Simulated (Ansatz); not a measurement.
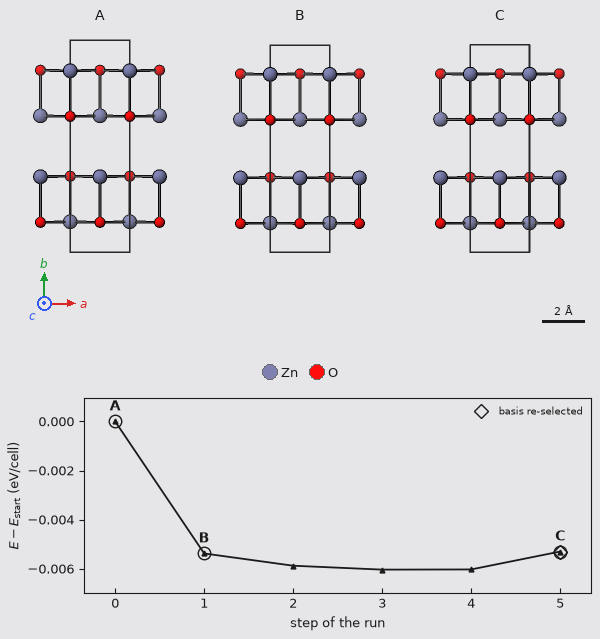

Frames of a relaxation of crystalline ZnO (built on the InSe-12 type type), marked on the history of the run. The picture is a ball-and-stick view of the conventional cell (2 times the calculation's cell), seen along the c axis. Lengths and directions refer to the drawn axes.

The calculation used DFT, r2SCAN+rVV10, plane waves, PAW in Ansatz.

Input file:
```yaml
crystal:
  lattice:
    - [5.8844569504, -1.4368229688, 0.2331606079]
    - [5.8844569504, 1.4368229688, 0.2331606079]
    - [-1.5494664285, 0.0, 2.4777676384]
  atoms:
    - { symbol: Zn, position: [0.1437090914, 0.1437090914, 1.0374060935] }
    - { symbol: Zn, position: [0.8562909086, 0.8562909086, -0.0374060935] }
    - { symbol: O, position: [0.3590309414, 0.3590309414, 0.4680745707] }
    - { symbol: O, position: [0.6409690586, 0.6409690586, 0.5319254293] }
kpoints:
  mp_grid: { grid: [10, 10, 10] }
hamiltonian:
  xc: r2scan
  dispersion: rvv10
scf:
  occupations: { method: fermi_dirac, width: 0.03 }
relax:
  f_tol: 0.01
  cell: {}
  max_steps: 120
```

Launched with:
```bash
ansatz run input.yaml --threads 2 --pin off --max-ram 2211MiB --backend cpu --events-out ev --progress --plain --runs-dir out
```

What happens along the run?

After 4 accepted moves (5 points after the start) the energy has fallen by 5.3 meV per cell of the calculation. The largest force component goes from 0.035 to under 0.0001 eV/Å. The pressure goes from −1.34 to 0.00 GPa. The SCF was repeated once at an unchanged geometry on a basis and grid sized afresh for the cell, which shifted the energy by 0.7 meV per cell of the calculation at most. The largest moves relative to the cell, 0.027 Å, are those of Zn1 and Zn2. Zn2 goes along +b. By element the largest moves are Zn 0.027 Å, O 0.017 Å. The volume changes by −2.5 %, with a 2.874 → 2.863 Å (−0.4 %), b 10.226 → 10.007 Å (−2.1 %), c 2.922 → 2.923 Å (0.0 %). The space group stays Cmcm (No. 63). The run took 3 min on 2 threads of Arm Neoverse N1, on a shared host, peak memory 0.68 GiB. From step 0 to 1: Zn atoms move most (0.03 Å), volume −2.5 %, energy −5.4 meV per cell of the calculation. From step 1 to 5: energy +0.1 meV per cell of the calculation.
